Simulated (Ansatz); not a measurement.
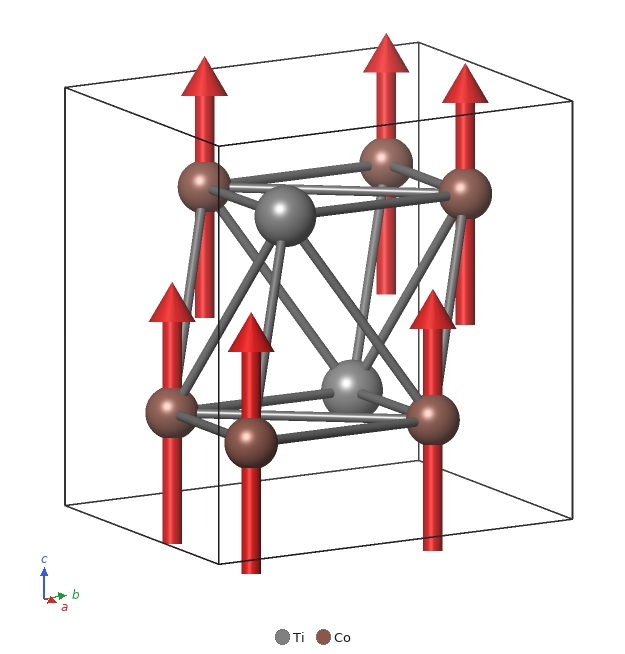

The image is a ball-and-stick drawing of a crystal, viewed slightly off an axis. Thin lines show the simulation cell, with boundary atoms drawn in all their periodic places. Arrows are the site magnetic moments above 0.25 μB; longer means larger, and red and blue are up and down (without spin-orbit coupling the axis itself is arbitrary).

This is the state reached for TiCo3. The calculation used DFT PBEsol, scalar-relativistic, plane waves, PAW in Ansatz 0.2.0, with 420 eV cutoff, a 12×12×10 k-point mesh, Gaussian smearing of 0.15 eV, collinear spins.

### Characterise the magnetic order.

Ferromagnetic (within this cell). Site moments: 6 Co +1.0 μB. The net spin moment of the whole cell is 5.3 μB, including what lies between the atoms and on sites without an arrow.

It goes back to a structure listed in the Materials Project. Earlier steps of the study, as a rule a relaxation of our own, may have changed the cell and positions, so they can lie some per cent off the listed ones. A calculation with Ansatz used it as input.
